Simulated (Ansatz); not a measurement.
System SiC (space group Fm-3m, No. 225); source of the atomic positions: the end point of a relaxation with DFT, r2SCAN+rVV10, plane waves, PAW (Ansatz 0.2.0); the starting structure was generated, so it need not be a known form of this composition.

```
Si C
1.0
     4.02464    0.00000    0.00000
     0.00000    4.02464    0.00000
     0.00000    0.00000    4.02464
Si C
4 4
Direct
  0.00000 0.00000 0.00000
  0.00000 0.50000 0.50000
  0.50000 0.00000 0.50000
  0.50000 0.50000 0.00000
  0.50000 0.00000 0.00000
  0.50000 0.50000 0.50000
  0.00000 0.00000 0.50000
  0.00000 0.50000 0.00000
```

Describe the stacking along [111], with columns A (0, 0), B (1/3, 2/3), C (2/3, 1/3) of the hexagonal mesh spanned by (a − b)/2 and (b − c)/2.

Si(A) – C(C) – Si(B) – C(A) – Si(C) – C(B) (six layers in 6.97 Å).

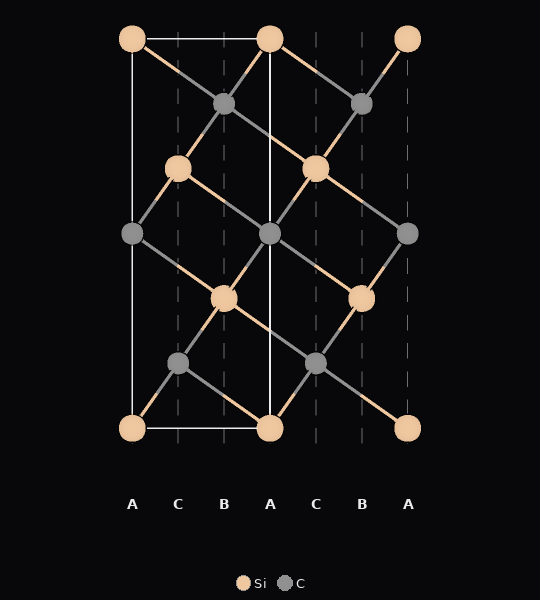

The picture looks along a close-packed row of the hexagonal mesh; [111] points upwards. The dashed lines mark the three columns A (0, 0), B (1/3, 2/3) and C (2/3, 1/3). The box is the hexagonal cell of the face-centred cubic lattice. The sequence starts with the first layer at or above the cell's origin.
